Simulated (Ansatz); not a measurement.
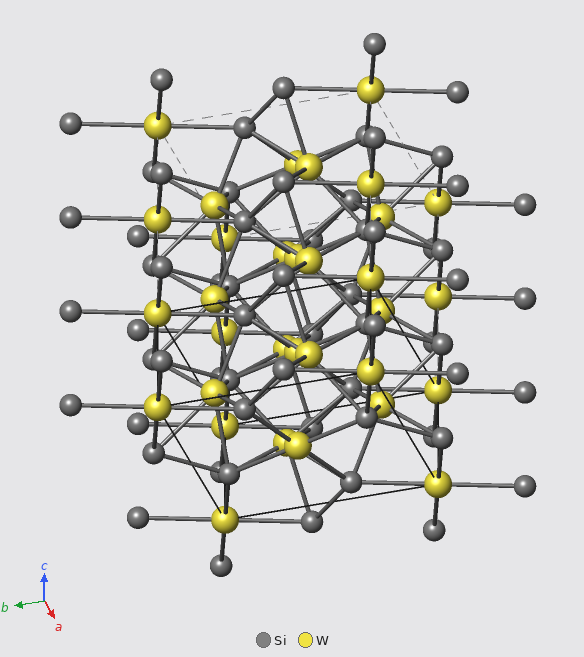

We look at a ball-and-stick model of the crystal from a general direction. The solid frame is a single simulation cell within a 1×1×3 block. Some neighbours outside the box are added.

The input file of the run:
```yaml
crystal:
  lattice:
    - [6.6963346397, 0.0, 0.0]
    - [0.0, 6.6963346397, 0.0]
    - [0.0, 0.0, 3.3123213826]
  atoms:
    - { symbol: Si, position: [0.1342329886, 0.6342329886, 0.0] }
    - { symbol: Si, position: [0.8657670114, 0.3657670114, 0.0] }
    - { symbol: Si, position: [0.6342329886, 0.8657670114, 0.0] }
    - { symbol: Si, position: [0.3657670114, 0.1342329886, 0.0] }
    - { symbol: W, position: [0.5, 0.5, 0.0] }
    - { symbol: W, position: [0.0, 0.0, 0.0] }
    - { symbol: W, position: [0.6595119696, 0.1595119696, 0.5] }
    - { symbol: W, position: [0.3404880304, 0.8404880304, 0.5] }
    - { symbol: W, position: [0.1595119696, 0.3404880304, 0.5] }
    - { symbol: W, position: [0.8404880304, 0.6595119696, 0.5] }
basis:
  ecutwfc: 420
kpoints:
  mp_grid: { grid: [6, 6, 12] }
hamiltonian:
  xc: pbe
scf:
  occupations: { method: gaussian, width: 0.15 }
output:
  forces: true
  stress: true
  eigenvalues: true
```
Run as:
```sh
ansatz run input.yaml --threads 2 --pin off --max-ram 5120MiB --backend cpu --events-out ev --progress --plain --runs-dir out
```

Theory: Ansatz 0.2.0, DFT PBE, scalar-relativistic, plane waves, PAW. Numerical settings: a kinetic-energy cutoff of 420 eV, Brillouin-zone sampling on a 6×6×12 mesh, Gaussian smearing of 0.15 eV, no spin polarisation.

How large a gap does the method give, if there is one?

A metal: bands cross the Fermi level.

State the hydrostatic pressure.

The computed pressure is -4.9 GPa (stretched: it would shrink). The stress isn't hydrostatic: its largest component is 5.4 GPa.

It goes back to a structure listed in the Materials Project. The cell was then strained or its atoms displaced on purpose. A calculation with Ansatz used it as input.

At this level of theory the run's own cell isn't at rest (stretched, at -5 GPa), so its distances can differ from those at equilibrium, the more so the softer the solid.
